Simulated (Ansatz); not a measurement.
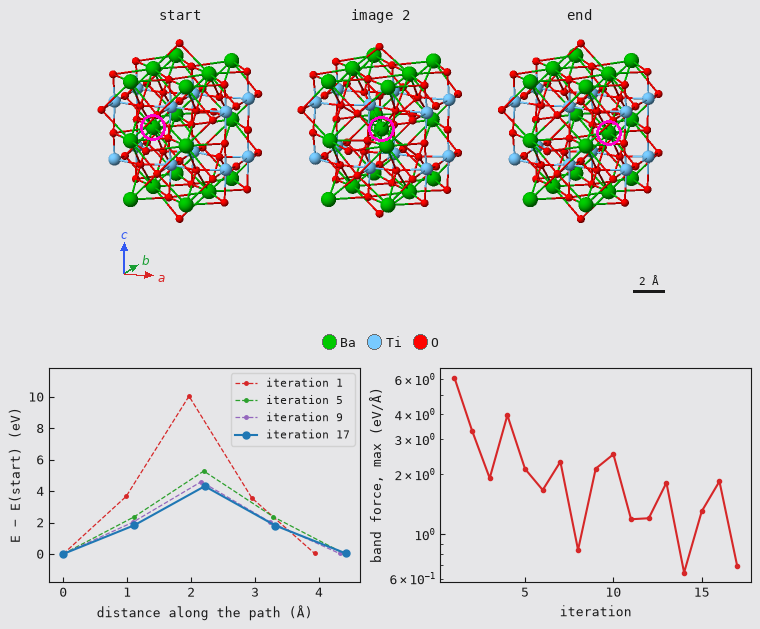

A nudged-elastic-band calculation for BaTiO3 with a Ba vacancy (39 atoms in the cell). Images are numbered from 0 (start) to 4 (end). The plot follows the band through its iterations. The picture is a ball-and-stick view of the atoms within 6.2 Å of the middle of the path, seen from a free direction. The moving atom is ringed, with any periodic copies. Bonds to atoms that aren't drawn are left out.

Computed with DFT LDA, scalar-relativistic, plane waves, PAW (Ansatz 0.2.0). Settings: plane-wave cutoff 420 eV; k-point mesh 2 × 2 × 2; Fermi-Dirac smearing 0.05 eV; 3 movable images; climbing image; force threshold 0.05 eV/Å; iteration limit 17; spring constant 100.0 eV/Å²; optimiser FIRE.

Q: How did the profile develop, and is the result final?

A: The result isn't final. The band hadn't converged when the run stopped after 17 iterations. The largest component of the band force went from 6.1 to 0.7 eV/Å. The barrier read from it is provisional: over the last two iterations the highest image moved from 4.36 eV to 4.31 eV. The spring constant is far from the usual few eV/Å², which spoils the spacing or the steps. The first iteration put the highest image at 10.04 eV. The energy climbs by 4.31 eV to image 2 and then falls by 4.28 eV, so the end point sits at +0.03 eV.

Limits of the set-up: the periodic images lie only 8.0 Å apart, so the values are limited by the cell's size.

PAW datasets: the set soft_1.
